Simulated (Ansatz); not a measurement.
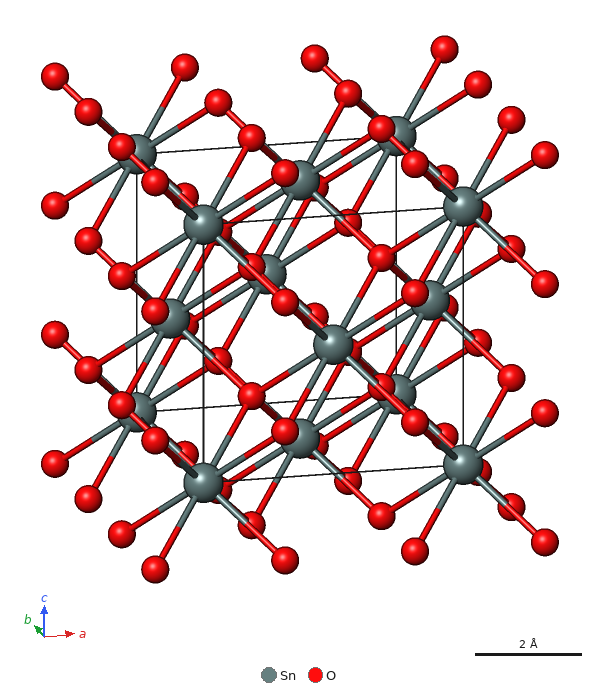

This is solid SnO₂ (built on the fluorite type) at its r2SCAN-relaxed geometry. A ball-and-stick model of the conventional cell (4 times the calculation's cell), seen slightly off an axis. Lengths and directions refer to the drawn axes.

These are results of DFT, HSE06, plane waves, PAW (Ansatz), not measurements. Set-up: plane-wave cutoff 420 eV; k-point mesh 6 × 6 × 6; occupations fixed; no spin polarisation.

The variant: The cell is strained by +1.5 % along [1 −1 0], −1.5 % along [1 1 0], none along the third axis (volume 0.0 %). The atoms were relaxed with r2SCAN under that strain, and this is a single point on that geometry.

Input file:
```yaml
crystal:
  lattice:
    - [-0.0380020046, 2.5334669703, 2.5334669703]
    - [2.5334669703, -0.0380020046, 2.5334669703]
    - [2.4954649657, 2.4954649657, 0.0]
  atoms:
    - { symbol: Sn, position: [0.0, 0.0, 0.0] }
    - { symbol: O, position: [0.2508253288, 0.2508253288, 0.2491746712] }
    - { symbol: O, position: [0.7491746712, 0.7491746712, 0.7508253288] }
kpoints:
  mp_grid: { grid: [6, 6, 6] }
  band_path:
    path:
      - [0.0, 0.0, 0.0]
      - [0.5, 0.0, 0.5]
      - [0.625, 0.25, 0.625]
      - [0.375, 0.375, 0.75]
      - [0.5, 0.5, 0.5]
      - [0.5, 0.25, 0.75]
    npoints: 1
hamiltonian:
  xc: hse06
scf:
  occupations: { method: fixed }
  n_extra_bands: 4
output:
  forces: true
  stress: true
  eigenvalues: true
```

**What is the effect?**

The energy changes by less than 1 meV per atom. Pressure: −2.7 GPa before, −2.5 GPa after. The principal stresses (compression positive) are −2.2 GPa along [1 1 0], −2.6 GPa along c, −2.8 GPa along [1 −1 0]. The largest forces, 0.022 eV/Å, act on O2 and O3. The band gap: 1.68 eV before, 1.70 eV after. Near-neighbour distances before and after: O–Sn 2.194 → 2.175 to 2.214 Å. The space group (tolerance 0.01 Å) goes from Fm-3m (No. 225) to Immm (No. 71).

The changed structure in the same view:

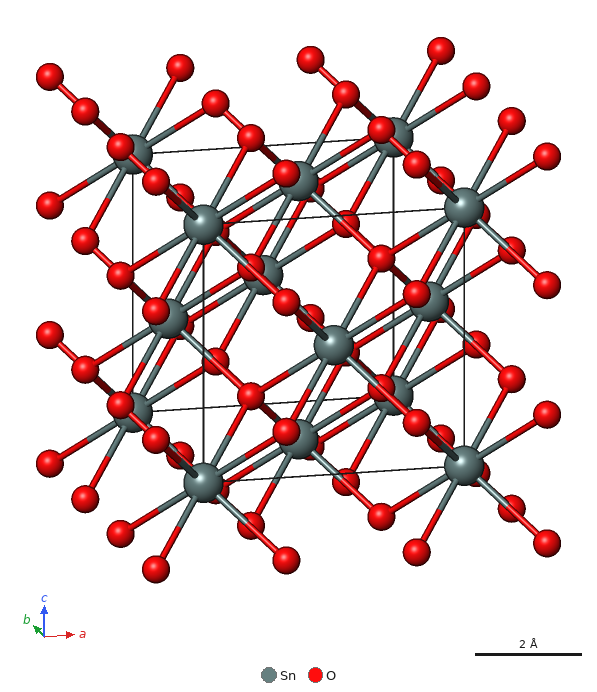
